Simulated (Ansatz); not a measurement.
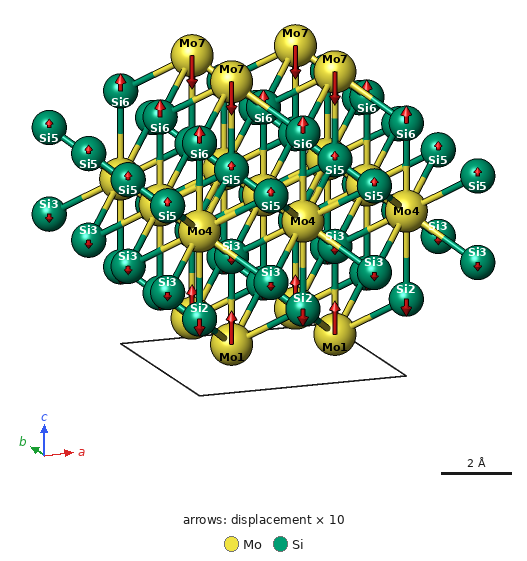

This is a relaxation of a slab of composition Si4Mo3 (cut from the I4/mmm phase). The starting structure is drawn; red arrows show the displacements, magnified 10 times.

The picture is a ball-and-stick view of the 2 × 2 repeat of the cell, outlined in the plane, without the vacuum, seen slightly off an axis.

Case: (0 0 1) slab, atoms relaxed. The slab is the (0 0 1) face of Si2Mo.

Level of theory: Ansatz, DFT PBEsol, scalar-relativistic, plane waves, PAW.

Input
```yaml
crystal:
  lattice:
    - [3.1900701696, 0.0, 0.0]
    - [0.0, 3.1900701696, 0.0]
    - [0.0, 0.0, 22.8213840036]
  atoms:
    - { symbol: Mo, position: [0.5, 0.5, 0.3286391394] }
    - { symbol: Si, position: [0.0, 0.0, 0.385167775] }
    - { symbol: Si, position: [0.5, 0.5, 0.4434713644] }
    - { symbol: Mo, position: [0.0, 0.0, 0.5] }
    - { symbol: Si, position: [0.5, 0.5, 0.5565286356] }
    - { symbol: Si, position: [0.0, 0.0, 0.614832225] }
    - { symbol: Mo, position: [0.5, 0.5, 0.6713608606] }
basis:
  ecutwfc: 420
kpoints:
  mp_grid: { grid: [11, 11, 1] }
hamiltonian:
  xc: pbesol
scf:
  occupations: { method: gaussian, width: 0.1 }
output:
  forces: true
  eigenvalues: true
  write_density: true
  write_potential: true
  elf: true
  volumetric_format: npy
relax:
  adjacent_minimum: "off"
  f_tol: 0.02
  max_steps: 60
efield:
  axis: 3
  dipole_correction: true
  ramp_width: 0.04
```

Command:
```bash
ansatz run input.yaml --threads 1 --pin off --max-ram 2560MiB --backend cpu --events-out ev --progress --plain --runs-dir out
```

> Which element moves most?

Molybdenum: up to 0.10 Å, against 0.05 Å for silicon.

> What did the optimiser do to the structure, and how much energy did it gain?

Over 3 accepted moves (4 points after the start) the energy falls by 0.256 eV per cell of the calculation. Largest force component: 1.7 eV/Å at the start, 0.0066 eV/Å at the end. 1 step only repeated the SCF at the same geometry. The largest moves relative to the layer's centre, 0.10 Å, are those of Mo1 and Mo7. Mo1 goes along the normal (+c). By element the largest moves are Mo 0.10 Å, Si 0.05 Å. The cell doesn't change. Among the contacts that change: Mo1–Si3 2.621 → 2.492 Å, Mo1–Si2 2.599 → 2.525 Å, Mo4–Si6 2.621 → 2.675 Å, Mo4–Si5 2.599 → 2.612 Å. Bond angles that change, for instance: Si2–Mo1–Si2 120.5° → 126.6°, Mo1–Si2–Mo1 120.5° → 126.6°, Mo1–Si2–Mo4 119.8° → 116.7°.
